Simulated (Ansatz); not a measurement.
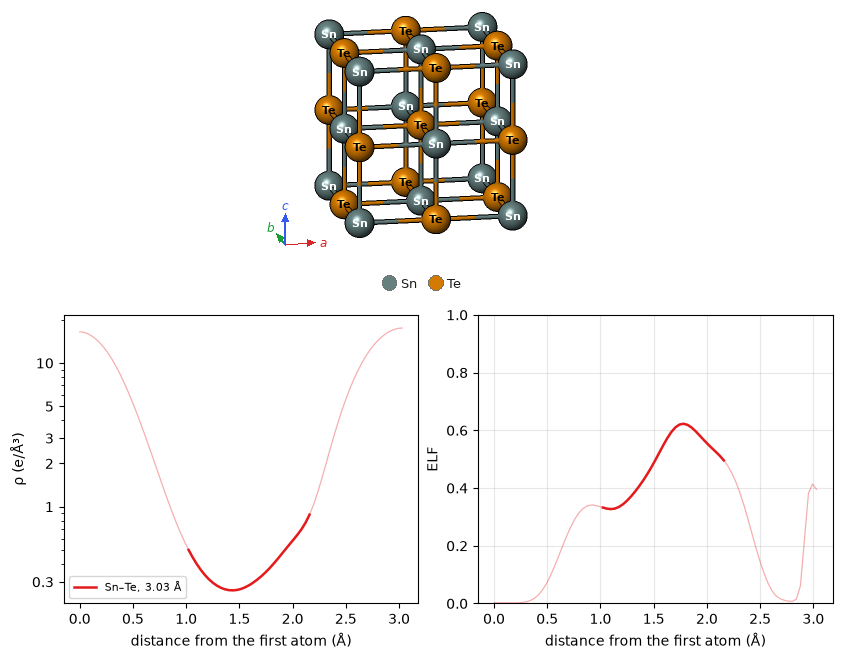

SnTe. Valence pseudo-density and ELF along straight lines between neighbouring atoms. Thin, pale parts lie inside the atomic spheres. The structure is drawn too.

Space group Fm-3m; changed on purpose from its base cell (strain -0.040 along x and y, -0.040 along z, atoms carried along); computed pressure about 7 GPa in this cell.

Theory: DFT PBEsol, scalar-relativistic, plane waves, PAW (Ansatz 0.2.0).

Core electrons are frozen (PAW), and the valence fields are smoothed inside the atomic spheres.

```
Sn Te
1.0
     6.06048    0.00000    0.00000
     0.00000    6.06048    0.00000
     0.00000    0.00000    6.06048
Sn Te
4 4
Direct
  0.00000 0.00000 0.00000
  0.50000 0.50000 0.00000
  0.50000 0.00000 0.50000
  0.00000 0.50000 0.50000
  0.50000 0.00000 0.00000
  0.00000 0.50000 0.00000
  0.00000 0.00000 0.50000
  0.50000 0.50000 0.50000
```

### What can be read from the curves?

Sn–Te (3.03 Å): the density is about 0.27 e/Å³ at the midpoint; the ELF peaks at about 0.60 in the valence shell of Te, 1.2 Å from its nucleus, and drops to about 0.35 between the two atoms.
